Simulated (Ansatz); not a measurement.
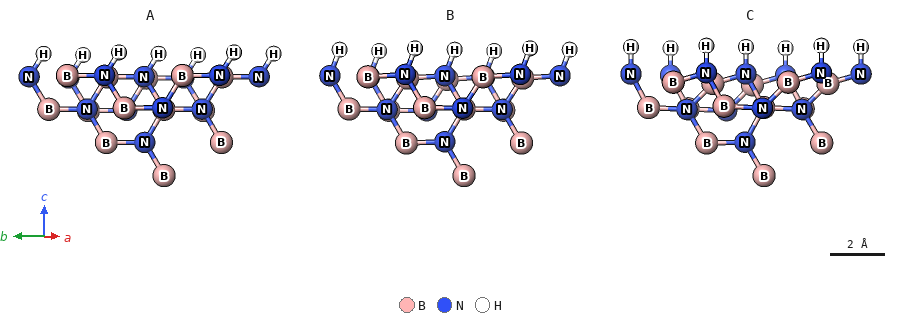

3 geometries from one constrained relaxation of a slab of composition B₆HN₆ (cut from the R3m phase), in shuffled order. Style: ball-and-stick. Shown: the atoms within 5.0 Å of the atom that moves most (axes of the 2 × 2 repeat of the cell, outlined in the plane, without the vacuum), from a free direction.

Case: H put at a top N site. The slab is the (1 1 0) face of BN with H on it. 6 atoms are held fixed.

Level of theory: DFT PBEsol, scalar-relativistic, plane waves, PAW (Ansatz 0.2.0). Set-up: plane-wave cutoff 420 eV; k-point mesh 8 × 7 × 1; occupations gaussian; smearing width 0.05 eV; collinear spin; dipole correction; atoms relaxed in a fixed cell; force threshold 0.03 eV/Å; at most 70 steps.

### Order the frames from highest to lowest energy.

C, B, A. They are steps 0, 2, 5, at +1.593 eV per cell of the calculation, +0.153 eV per cell of the calculation relative to the last. Over 5 geometry steps the energy falls by 1.593 eV per cell of the calculation. Largest force component: 6.1 eV/Å at the start, 0.022 eV/Å at the end. The largest move is that of the H atom, 0.54 Å at 62° to the normal (−c side). By element the largest moves are H 0.54 Å, B 0.34 Å, N 0.12 Å. The lattice vectors keep their values. Some distances before and after: B–B 2.117 → 2.469 Å, B–N 1.301 → 1.401 Å, B–N 1.379 → 1.428 Å, B–N 1.486 → 1.444 Å. Among the angles between lasting bonds that change: B–N–H 152.3° → 116.6°, N–B–N 150.8° → 121.9°, B–N–B 101.7° → 120.8°. Cost: 11 min on 1 thread of Intel(R) Xeon(R) Platinum 8375C CPU @ 2.90GHz (Ice Lake), on a shared host, peak memory 1 GiB.

Limits of the set-up: the periodic images lie only 3.8 Å apart, so the values are limited by the cell's size.
